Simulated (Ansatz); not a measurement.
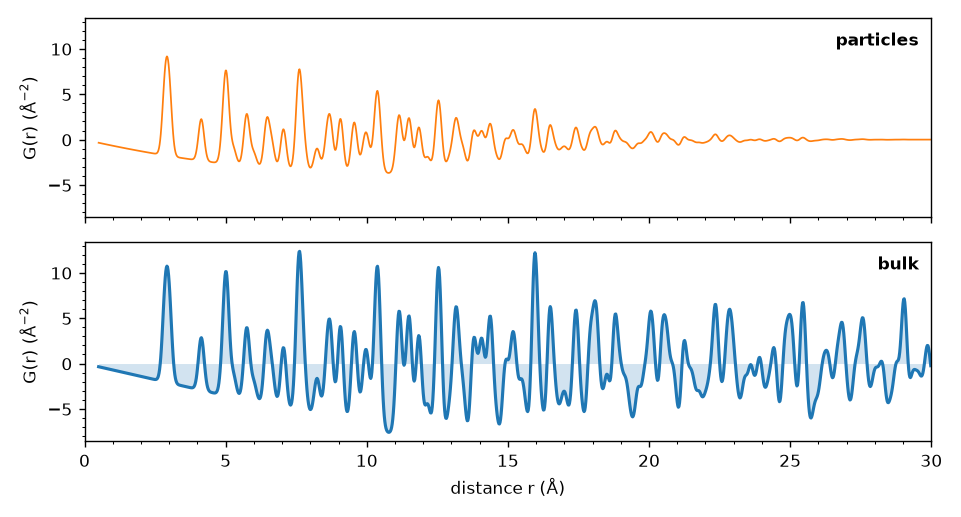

Computed X-ray G(r), with each pair weighted by the product of the atomic numbers (X-ray weights at Q = 0) and a uniform peak width σ = 0.10 Å, for spherical particles of Ta with the bulk structure: the bulk G(r) is multiplied by the envelope of a sphere of diameter D, 1 − 3r/2D + r³/2D³, with no surface relaxation. The number density is 0.0564 atoms per Å³. Structure used: coordinates from a relaxation with DFT, LDA (PW92), plane waves (420 eV) with PAW, scalar-relativistic in Ansatz 0.2.0; the starting structure was generated, so it need not be a known form of this composition.

**Estimate the particle diameter.**

About 30 Å (3.0 nm): the signal is half of the bulk amplitude at r ≈ 10.4 Å and vanishes at r = D, fading from view somewhat earlier.

**Roughly how many atoms does one particle hold?**

About 800 (number density 0.0564 Å⁻³ times πD³/6).
